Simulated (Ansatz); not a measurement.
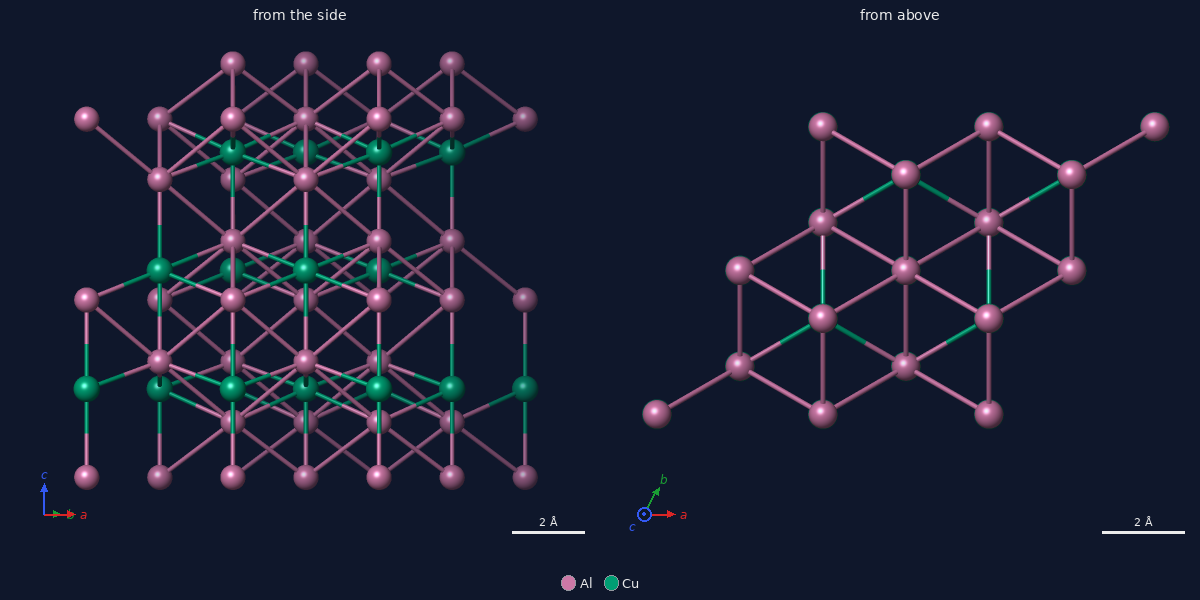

A ball-and-stick picture of a periodic slab, seen from the side and from above. The surface normal points up in side views; the vacuum is left out. 2×2 cells are drawn in the plane, with atoms at the edges repeated.

The cell holds 8 Al, 3 Cu. The slab was cut from bulk Al2Cu (Fm-3m).

> Name the terminations.

The top face ends in Al, the bottom face in Al. The two faces are alike.

> How thick is it?

About 12 Å from the lowest to the highest atom.

> Write the layer sequence, upper face first.

Eleven planes: Al / Al / Cu / Al / Al / Cu / Al / Al / Cu / Al / Al.

> What is the orientation of the surface?

(1 0 1).

The structure comes from a structure listed in the Materials Project, from which a slab was cut. The atoms were relaxed in a fixed cell with DFT PBE, scalar-relativistic, plane waves, PAW (Ansatz).
